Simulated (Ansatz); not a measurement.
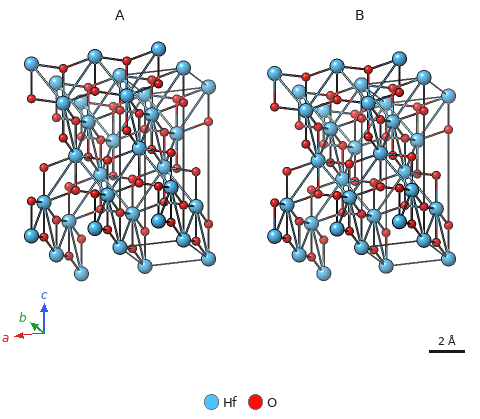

Two geometries of a crystal of HfO2 (a generated structure, set up in I4_1/amd) (coarse preliminary run), drawn at one scale. One is the start of a relaxation, the other its converged end. Style: ball-and-stick. Shown: the conventional cell (2 times the calculation's cell), repeated 2 × 2 × 1 with one cell outlined, from a free direction. Lengths and directions refer to the drawn axes.

Level of theory: DFT r2SCAN, scalar-relativistic, plane waves, PAW in Ansatz. (plane-wave cutoff 500 eV; k-point mesh 8 × 8 × 8; occupations gaussian; smearing width 0.1 eV; no spin polarisation; cell and atoms relaxed; force threshold 0.05 eV/Å; at most 60 steps)

Which of the two is the end point?

Structure A is the relaxed one. Case: Ti → Hf on all its sites, cell and atoms relaxed. The largest moves relative to the cell, 0.042 Å, are those of O atoms. Hf stays in place. The volume changes by +9.6 %, with a = b 3.920 → 3.993 Å (+1.9 %), c 9.977 → 10.535 Å (+5.6 %). Among the contacts that change: Hf–Hf 3.172 → 3.305 Å, Hf–O 2.056 → 2.130 Å, Hf–O 2.008 → 2.059 Å. Among the angles between lasting bonds that change: Hf–O–Hf 154.8° → 151.7°. The space group stays I4_1/amd (No. 141). Over 3 accepted moves (4 points after the start) the energy falls by 76.6 meV per atom. The largest force component goes from 0.42 to 0.012 eV/Å. The pressure goes from 21.50 to 0.13 GPa. At 1 point the geometry stayed and the basis and grid were re-selected for the new cell (energy shift of 0.5 meV per atom at most each time). The run took 72 s on 2 threads of Oxide Virtual Turin-like Processor (Zen 5), with other jobs on the host, peak memory 0.72 GiB.
